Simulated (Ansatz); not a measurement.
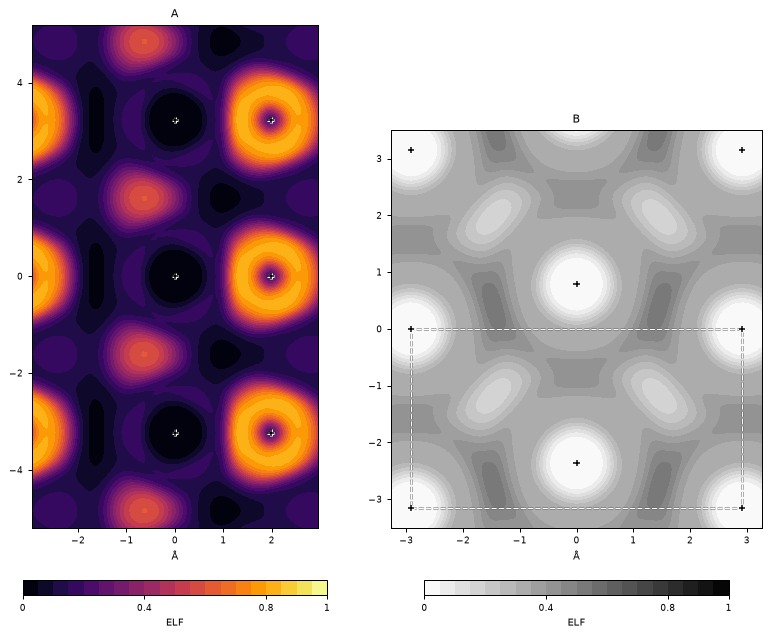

The ELF of 2 systems, each on a plane through atoms (crosses mark nuclei in the plane).

The calculation used DFT PBEsol, scalar-relativistic, plane waves, PAW (Ansatz).

System 1: Sn, the (100) plane of the conventional cell. Space group I4₁/amd.

```
Sn
1.0
     5.83778    0.00000    0.00000
     0.00000    5.83778    0.00000
     0.00000    0.00000    3.15262
Sn
4
Direct
  0.00000 0.00000 0.00000
  0.50000 0.50000 0.50000
  0.00000 0.50000 0.25000
  0.50000 0.00000 0.75000
```

System 2: ZnO, the (11̄0) plane of the conventional cell. Space group P6₃mc.

```cif
data_structure
_symmetry_space_group_name_H-M 'P 1'
_symmetry_Int_Tables_number 1
_cell_length_a 3.2301
_cell_length_b 3.2301
_cell_length_c 5.2141
_cell_angle_alpha 90.000
_cell_angle_beta 90.000
_cell_angle_gamma 120.000
_cell_volume 47.11
loop_
_atom_site_label
_atom_site_type_symbol
_atom_site_fract_x
_atom_site_fract_y
_atom_site_fract_z
_atom_site_occupancy
Zn1 Zn 0.33333 0.66667 0.50003 1
Zn2 Zn 0.66667 0.33333 0.00003 1
O1 O 0.66667 0.33333 0.37898 1
O2 O 0.33333 0.66667 0.87898 1
```

### Match each panel to its system.

Panel A is system 2, ZnO: the plane holds Zn and O. Zn–O (1.98 Å): the ELF peaks at about 0.85 in the valence shell of O, 0.6 Å from its nucleus, and is about 0.25 at the midpoint; no shared electron pair shows on this line. Panel B is system 1, Sn: the plane holds Sn. Sn–Sn (3.02 Å): the ELF reaches about 0.55 near the midpoint.
